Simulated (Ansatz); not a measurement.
The cell of Cs2AgBiBr6 in space group Fm-3m. Source of the atomic positions: coordinates from a relaxation with DFT, PBE, plane waves, PAW in Ansatz.

```cif
data_structure
_symmetry_space_group_name_H-M 'Fm-3m'
_symmetry_Int_Tables_number 225
_cell_length_a 11.4840
_cell_length_b 11.4840
_cell_length_c 11.4840
_cell_angle_alpha 90.000
_cell_angle_beta 90.000
_cell_angle_gamma 90.000
_cell_volume 1514.54
loop_
_atom_site_label
_atom_site_type_symbol
_atom_site_symmetry_multiplicity
_atom_site_Wyckoff_symbol
_atom_site_fract_x
_atom_site_fract_y
_atom_site_fract_z
_atom_site_occupancy
Cs1 Cs 8 c 0.25000 0.75000 0.75000 1
Ag1 Ag 4 b 0.50000 0.00000 0.00000 1
Bi1 Bi 4 a 0.00000 0.00000 0.00000 1
Br1 Br 24 e 0.50000 0.75131 0.00000 1
```

At each point the valence sum V of a Cs+ ion is computed from the anions within 5 Å (s = exp((R0 − d)/b), R0 fitted to published crystal structures with b = 0.37 Å; R0: Cs+–Br 2.961 Å). Points too close to the other cations are excluded (3.0 Å from Ag, 3.0 Å from Bi). The other Cs+ ions are ignored. This is an empirical screen for pathways, not an energy calculation.

Q: Along which directions could Cs+ move by this screen (counting the regions that come within 0.6 Å of a Cs site)?

A: No path opens below 0.7 v.u. These are grid estimates, good to about 0.1 v.u.

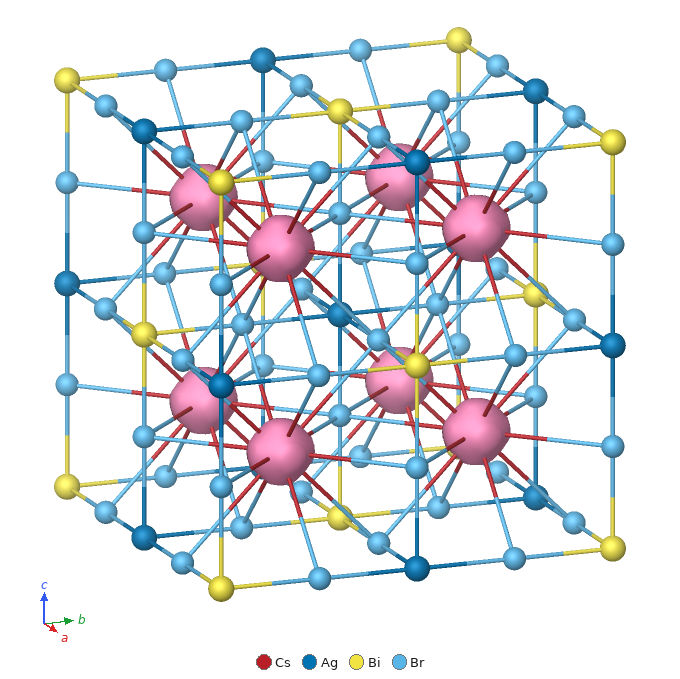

Bond-valence mismatch map for Cs+ in Cs2AgBiBr6 in space group Fm-3m: the pink surface encloses the points where |V − 1| < 0.2 v.u. (1×1×1 cells, view slightly off an axis). Pale faces close the region where the drawn box cuts it.

Q: What is the valence sum at the Cs sites themselves?

A: 0.62 v.u., against the formal 1.
